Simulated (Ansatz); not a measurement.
N

```yaml
crystal:
  lattice:
    - [0.00000, 5.54227, 0.00000]
    - [0.00000, 0.00000, 5.84936]
    - [6.15645, 0.00000, 0.00000]
  atoms:
    - { symbol: N, position: [0.00006, 0.00006, 0.00006] }
    - { symbol: N, position: [0.99994, 0.50006, 0.49994] }
    - { symbol: N, position: [0.49994, 0.99994, 0.50006] }
    - { symbol: N, position: [0.50006, 0.49994, 0.99994] }
```

Space group Fmmm; changed on purpose from its base cell (strain +0.0525 x Voigt [1, -1, 0, 0, 0, 0], atoms carried along); spin-polarised.

Level of theory: Ansatz, DFT PBEsol, scalar-relativistic, plane waves, PAW.

Core electrons are frozen (PAW), and the valence fields are smoothed inside the atomic spheres.

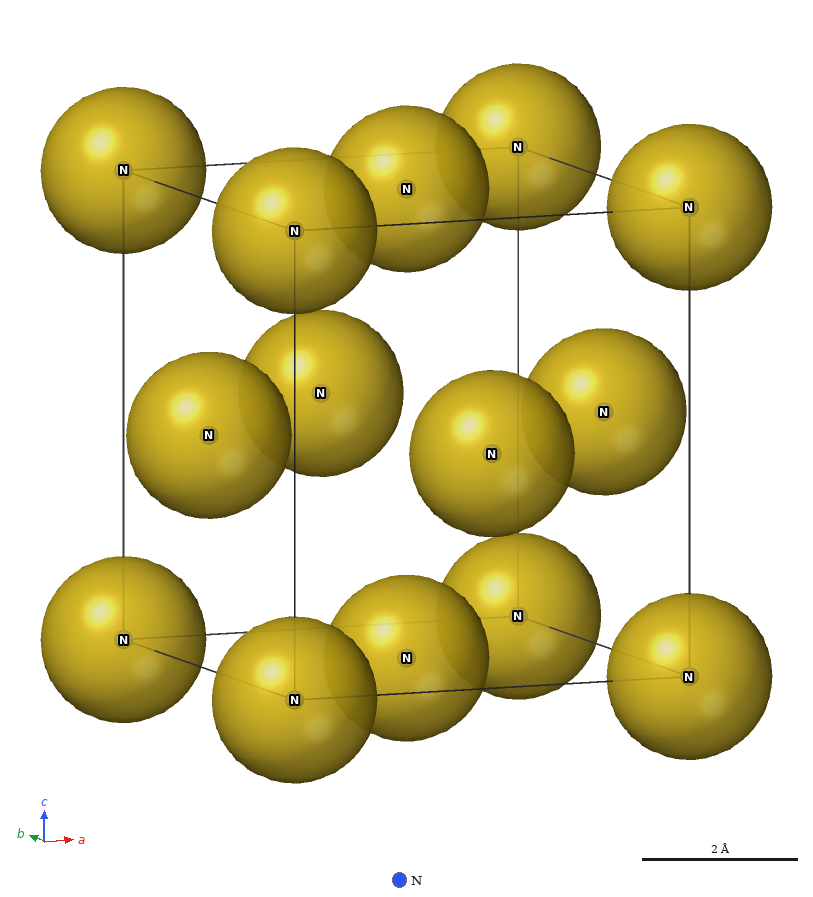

Figure 1. Isosurface of the spin density (up minus down) at +0.1 e/Å³ (yellow), seen slightly off an axis.

### Describe the spin distribution.

The spin density sits on N: +2.9 μB (×4) in one cell of 4 atoms: parallel main moments (a ferromagnetic arrangement) in this solution. The cell of the calculation (4 atoms) carries 12.0 μB of net spin moment.

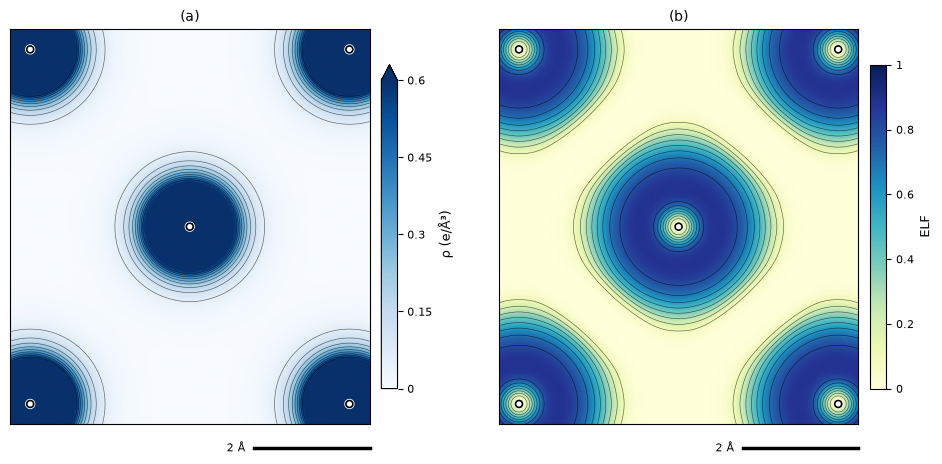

Figure 2. (a) valence pseudo-density; (b) electron localisation function on the (010) plane of the conventional cell. Circles mark the nuclei in the plane (N).

### What does the map show?

Atoms in the plane: N.
N–N (4.14 Å): the density is about 0.005 e/Å³ at the midpoint; the ELF is about 0 at the midpoint (no localised pair shows between them).
The density dies away to nearly zero in the voids.

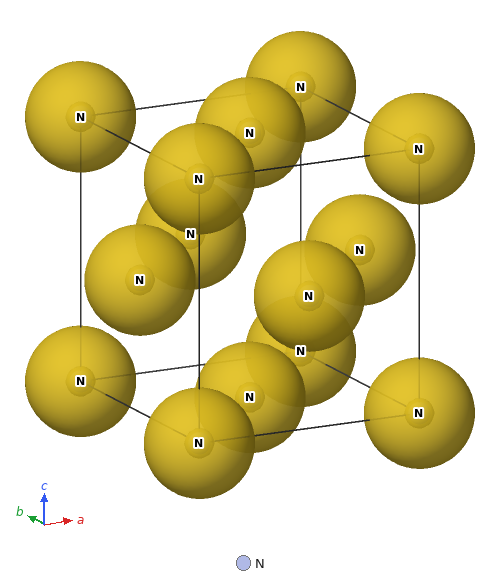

Figure 3. Isosurface of the ELF at 0.65 (yellow), seen at an oblique angle. Core shells and regions of very low density are left out.

### What do the ELF domains correspond to?

The ELF exceeds this value in four regions wrapped around N (the valence shell of each), counted in one cell of 4 atoms. Any copies at cell faces, edges or corners count once. Profiles from the grid: N–N (4.03 Å): the ELF is about 0 at the midpoint (no localised pair shows between them).

### Does the calculation make it a metal, or give it a gap?

It is gapped, with a Kohn–Sham gap of 3.3 eV on the k-point mesh (the band edges may lie off the mesh, which would make the gap smaller).
